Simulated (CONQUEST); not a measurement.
**Sb: density-of-states run**

System: Sb (Pmmm, 1 atom in the cell).
Method: Kohn-Sham DFT of a periodic cell, LDA, PseudoDojo NC PBEsol, no spin polarisation (CONQUEST 1.3).

The structure derives from an entry of the Crystallography Open Database. It belongs to a series of runs on one base structure; here: edges of the box strained at random at fixed volume.

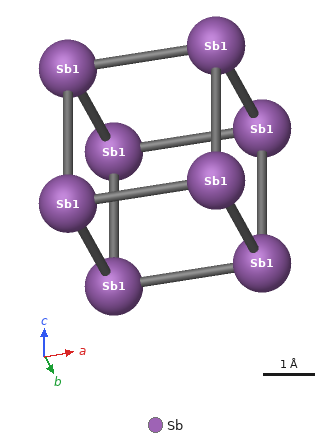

*The structure (ball-and-stick view of the cell of the calculation, seen at an oblique angle; atoms are numbered from 1 in the order of the input).*

Near neighbours in the crystal (not all of them lie inside the picture): Sb has 6 Sb at 3.07 to 3.24 Å.

Input:
```
IO.Title Sb
IO.Coordinates coords.dat
IO.FractionalAtomicCoords T
IO.Iprint 2
IO.Iprint_init 1
General.NumberOfSpecies 1
General.PseudopotentialType hamann
General.FunctionalType 3
General.DifferentFunctional T
AtomMove.TypeOfRun static
AtomMove.FullStress T
Grid.GridCutoff 120
DM.SolutionMethod diagon
Diag.MPMesh T
Diag.GammaCentred T
Diag.MPMeshX 6
Diag.MPMeshY 6
Diag.MPMeshZ 6
Diag.kT 0.00183747
minE.SCTolerance 1e-6
SC.MaxIters 100
IO.AtomChargeOutput T
IO.writeDOS T
IO.write_proj_DOS T
%block ChemicalSpeciesLabel
1 121.750 Sb
%endblock
```

Run on 1 thread of Intel Xeon (Sapphire Rapids), 16 GiB of memory available, shared host.

Launch command:
```bash
Conquest, then PostProcessCQ with the Process lines added to Conquest_input
```

What the program printed:
```
Simulation cell dimensions:     5.8075 a0 x     6.1311 a0 x     5.9805 a0

      Atomic coordinates (a0)
         Atom         X         Y         Z  Species
            1    0.0000    0.0000    0.0000        1

WARNING: matrix size is a prime number      13

WARNING: prime: set block_size_c = block_size_r = 1

         Monkhorst-Pack mesh:   6 x   6 x   6 gamma-centred
        This calculation includes non-local pseudopotentials,
         with a maximum core radius of      7.43500937

    Job title: Sb
    Job to be run: static calculation

    Ground state search:
      Support functions represented with PAO basis
      1:1 PAO to SF mapping
      Non-spin-polarised electrons
      Solving for the K matrix using diagonalisation
      Using Fermi-Dirac smearing

    Integration grid size:     32 x   32 x   32

    Integration grid spacing:  0.181 a0 x 0.192 a0 x 0.187 a0

    Number of species:  1
    --------------------------------------------------------
    |   #  mass (au)  Charge (e)  SF Rad (a0)  NSF  Label  |
    --------------------------------------------------------
    |   1    121.750      15.000        7.664   13  Sb     |
    --------------------------------------------------------
          SCF tolerance:                 0.00000100
          SCF iterations:               100

    The functional used will be LSDA PW92

           radial cut-off to be used is taken to be max PAO cut-off radius for this species:    7.435009

           greatest ang. mom. for making density from PAOs:  2
    Minimum blocs/proc is      512. Maximum blocs/proc is      512
    set_atom_dens: In set_atomic_density, electrons :      15.000000000000
 matrix_size & matrix_size_padH =           13          13

    Screened ion int: energy:     -68.351710883968 Ha

    new_SC_potl: Starting.  Tolerance:  0.10000E-05

    PulayMixSC: Starting Pulay mixing, A_up =  0.500 A_dn =  0.500
    PulayMixSC: Spin non-polarised calculation.
          Harris-Foulkes Energy            :       -90.686559137976616 Ha
          GroundState Energy (E-(1/2)TS)   :       -90.686651534907853 Ha
          Free Energy (E-TS)               :       -90.686743931839089 Ha
          DFT Total Energy                 :       -90.686380462562198 Ha
          Total number of electrons        :        14.999999999999741
    PulayMixSC: Pulay iteration     1 residual:              0.53437E-03
          Harris-Foulkes Energy            :       -90.686431810811825 Ha
          GroundState Energy (E-(1/2)TS)   :       -90.686525543581098 Ha
          Free Energy (E-TS)               :       -90.686619276350356 Ha
          DFT Total Energy                 :       -90.686403112933959 Ha
          Total number of electrons        :        15.000005296402037
    PulayMixSC: Pulay iteration     2 residual:              0.23931E-03
          Harris-Foulkes Energy            :       -90.686405948352643 Ha
          GroundState Energy (E-(1/2)TS)   :       -90.686500765149930 Ha
          Free Energy (E-TS)               :       -90.686595581947230 Ha
          DFT Total Energy                 :       -90.686405713800866 Ha
          Total number of electrons        :        15.000008263968347
    PulayMixSC: Pulay iteration     3 residual:              0.22235E-04
          Harris-Foulkes Energy            :       -90.686406088515369 Ha
          GroundState Energy (E-(1/2)TS)   :       -90.686500780546595 Ha
          Free Energy (E-TS)               :       -90.686595472577821 Ha
          DFT Total Energy                 :       -90.686406088453680 Ha
          Total number of electrons        :        15.000009438417374
    PulayMixSC: Pulay iteration     4 residual:              0.39146E-06
    PulayMixSC: Reached SCF tolerance of  0.39146E-06 after      4 iterations
      | Number of electrons      =        15.000009
      |* band energy as 2Tr[K.H] =       -13.862899973513779 Ha
      |  screened ion-ion energy =       -68.351710883967840 Ha
      |  Ha correction           =         0.104025950115251 Ha
      |  XC correction           =        -8.575821193812873 Ha
      | GS Energy as E-(1/2)TS   =       -90.686500780546595 Ha
      | Free Energy as E-TS      =       -90.686595472577821 Ha
      |* Harris-Foulkes energy   =       -90.686406088515369 Ha
      |* DFT total energy        =       -90.686406088453680 Ha
      |  estimated accuracy      =        -0.000000000061689 Ha
    get_E_and_F: Change in energy during last step of electronic optimisation: -0.14016E-06

    BIBLIOGRAPHY: Please consider citing the following references in the conquest.bib file

    CONQUEST:         Bowler2002pt, Miyazaki2004, Nakata2020
    Basis:            Bowler2019
    DM:               Bowler:2006xr
    Pseudopotentials: Hamann2013, Bowler2019
    XC functional:    Perdew1992

    Warnings written to file Conquest_warnings; please check
```

File coords.dat:
```
    5.8074930981     0.0000000000     0.0000000000
    0.0000000000     6.1310557846     0.0000000000
    0.0000000000     0.0000000000     5.9804502817
1
  0.0000000000   0.0000000000   0.0000000000 1 T T T
```

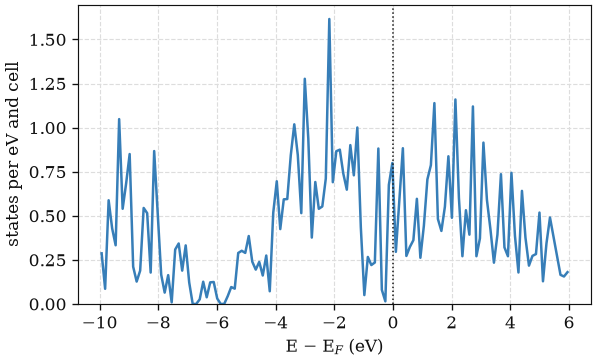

*Density of states from the levels on the mesh of the run, whose fine structure reflects that mesh, with energies from the Fermi level of the run.*

At the top of the window the curve may fall because the computed bands end.

Key numbers:

| quantity | value |
| --- | --- |
| outcome | converged |
| space group (tolerance 0.01 Å) | Pmmm (47) |
| electrons treated | 15 |
| free energy | −2467.7080 eV |
| Fermi energy of the self-consistent step | −4.257 eV |
| gap on the k-point mesh | none (metallic) |
| wall time | 5.1 s |
| peak memory | 0.14 GiB |

Notes:

Further notes kept with the run: read_and_write: Functional in input file differs to pseudopotential but proceeding: 3 -116133; readDiagInfo: matrix size is a prime number 13; readDiagInfo: prime: set block_size_c = block_size_r = 1. Points of doubt noted for this run: potential of other functional; small atomic basis.
